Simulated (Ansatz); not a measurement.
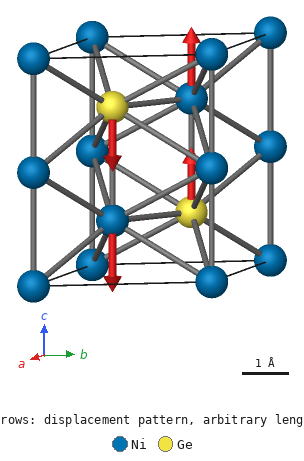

The lowest optical mode of a crystal of Ni₂Ge, space group P6₃/mmc (No. 194), at the zone centre. Displacements are drawn as red arrows; their common scale and sign are arbitrary. The picture is a ball-and-stick view of the cell of the calculation, seen slightly off an axis.

Level of theory: Ansatz, DFT PBEsol, scalar-relativistic, plane waves, PAW.

Input file:
```yaml
crystal:
  lattice:
    - [3.9719628383, 0.0, 0.0]
    - [-1.9859814191, 3.4398207208, 0.0]
    - [0.0, 0.0, 5.014059427]
  atoms:
    - { symbol: Ni, position: [0.6666666667, 0.3333333333, 0.25] }
    - { symbol: Ni, position: [0.3333333333, 0.6666666667, 0.75] }
    - { symbol: Ni, position: [0.0, 0.0, 0.0] }
    - { symbol: Ni, position: [0.0, 0.0, 0.5] }
    - { symbol: Ge, position: [0.6666666667, 0.3333333333, 0.75] }
    - { symbol: Ge, position: [0.3333333333, 0.6666666667, 0.25] }
basis:
  ecutwfc: 420
kpoints:
  mp_grid: { grid: [12, 12, 10] }
hamiltonian:
  xc: pbesol
scf:
  occupations: { method: gaussian, width: 0.15 }
output:
  eigenvalues: true
phonons:
  method: fd
  supercell: [1, 1, 1]
  amplitude: 0.02
  eigenvectors: true
  dielectric: false
```

Run as
```bash
ansatz run input.yaml --threads 2 --pin off --max-ram 5120MiB --backend cpu --events-out ev --progress --plain --runs-dir out
```

### Is this crystal at a minimum with respect to the drawn distortion?

Yes: this softest mode has a real frequency, and so have all others here. That speaks for this wave vector alone: the rest of the zone wasn't checked in this run. This is the B₁g mode at 96 cm⁻¹, the lowest optical level, silent by symmetry (neither infrared- nor Raman-active). The Ni (2a) atoms stay at rest; all motion is along c; atoms of one kind move against one another, with no net shift of any sublattice; the kinetic energy is shared as Ni 51 %, Ge 49 %.

Limits of the set-up: an element that often carries a moment was run without spin polarisation.
